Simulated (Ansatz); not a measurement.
**AlCr₂C: density, localisation and related maps**

Input

```
crystal:
  lattice:
    - [2.8251010646, 0.0, 0.0]
    - [-1.4125505323, 2.4466092902, 0.0]
    - [0.0, 0.0, 12.60137368]
  atoms:
    - { symbol: Al, position: [0.66666667, 0.33333333, 0.25] }
    - { symbol: Al, position: [0.33333333, 0.66666667, 0.75] }
    - { symbol: Cr, position: [0.33333333, 0.66666667, 0.41494116] }
    - { symbol: Cr, position: [0.66666667, 0.33333333, 0.91494116] }
    - { symbol: Cr, position: [0.66666667, 0.33333333, 0.58505884] }
    - { symbol: Cr, position: [0.33333333, 0.66666667, 0.08505884] }
    - { symbol: C, position: [0.0, 0.0, 0.5] }
    - { symbol: C, position: [0.0, 0.0, 0.0] }
basis:
  ecutwfc: 420
kpoints:
  mp_grid: { grid: [12, 12, 4] }
hamiltonian:
  xc: pbesol
scf:
  occupations: { method: gaussian, width: 0.1 }
output:
  forces: true
  stress: true
  eigenvalues: true
  write_density: true
  write_potential: true
  elf: true
  volumetric_format: npy
relax:
  adjacent_minimum: "off"
  f_tol: 0.005
  max_steps: 80
  cell: { stress_tol: 0.05 }
```

Command:

```sh
ansatz run input.yaml --threads 2 --pin off --max-ram 5120MiB --backend cpu --events-out ev --progress --plain --runs-dir out
```

Below, planes, directions and counts refer to the conventional cell (a = 2.81 Å, b = 2.81 Å, c = 12.58 Å, α = 90.00°, β = 90.00°, γ = 120.00°).

The fields are those of the run's last geometry, not of the input's.

Space group P6₃/mmc; a structure from a database of computed crystals, not necessarily the ambient phase; computed without spin polarisation.

Level of theory: DFT PBEsol, scalar-relativistic, plane waves, PAW (Ansatz).

Core electrons are frozen (PAW), and the valence fields are smoothed inside the atomic spheres.

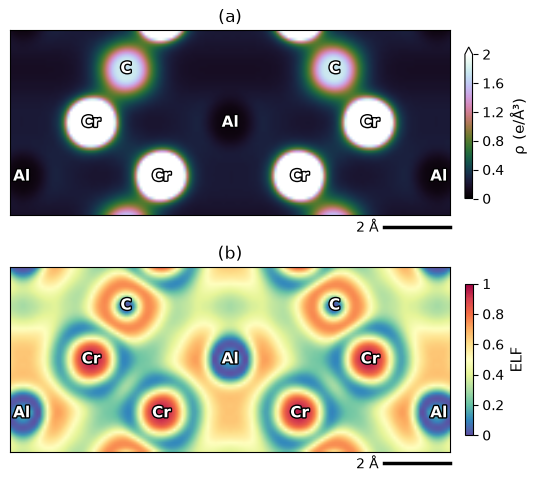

Figure 1. (a) valence charge density (pseudo); (b) electron localisation function on the (110) plane of the conventional cell.

**What do the fields say about this system?**

The plane passes through Al, Cr and C nuclei.
Cr–C (1.94 Å): ρ is about 0.8 e/Å³ halfway; the ELF peaks at about 0.75 in the valence shell of C, 0.6 Å from its nucleus, and is about 0.30 at the midpoint.
Al–Cr (2.64 Å): the density is about 0.27 e/Å³ at the midpoint; the ELF peaks at about 0.65 between the atoms.
Between the atoms the lowest density in this plane is 0.15 e/Å³.
The features right at Cr lie inside the PAW spheres, where the map follows smoothed inner orbitals and isn't to be read closely.

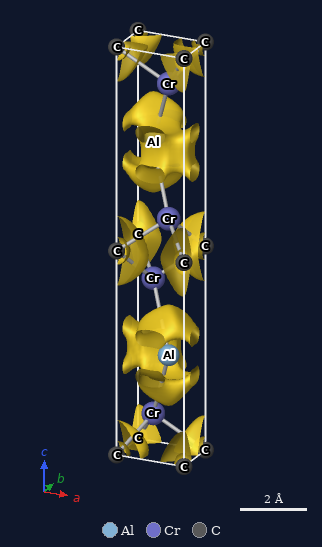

Figure 2. Isosurface of the electron localisation function at 0.55 (yellow), seen slightly off an axis. Only the valence region is drawn (cores and ρ < 0.01 e/Å³ removed). Sticks mark near contacts.

**Describe the localisation domains.**

The ELF exceeds this value in two regions wrapped around C (the valence shell of each) and sheets that run through the cell in two directions, counted in one cell of 8 atoms. Regions shared between cells count once.

**Does the calculation give a band gap?**

It is gapless in this calculation (a metal or semimetal).
